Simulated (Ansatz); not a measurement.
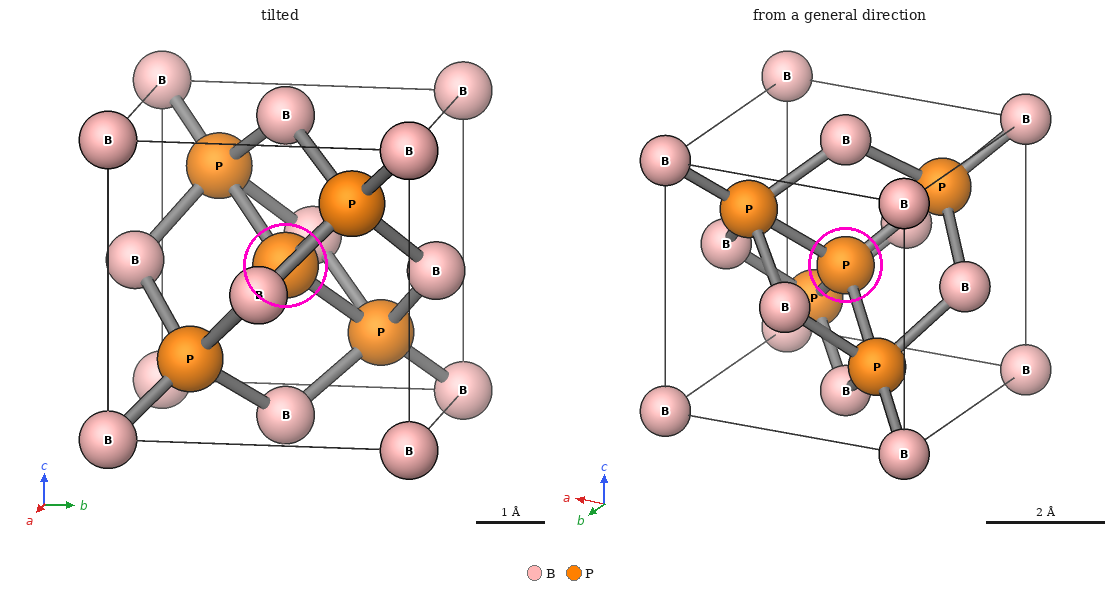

Ball-and-stick representation of a periodic structure, projected slightly off an axis and from a general direction. Atoms at the boundary of the supercell (the box) are drawn once for each face, edge or corner they touch. The host is BP, in a cell of 8 sites, and the cell carries a charge of +2. A ring marks the defect's site.

Question: Spot the defect.

Answer: An interstitial phosphorus atom. It is bonded to four P in a tetrahedral arrangement at about 2.1 Å.

Results below were computed with Ansatz 0.2.0, DFT PBE, scalar-relativistic, plane waves, PAW; the settings were a cutoff energy of 420 eV, a 3×3×3 k-point grid, Gaussian smearing of 0.01 eV, collinear spins.

Question: Does the defect carry a magnetic moment?

Answer: Yes, 0.2 μB in the cell.

The atoms were relaxed in the host's cell with DFT PBE, scalar-relativistic, plane waves, PAW (Ansatz 0.2.0).
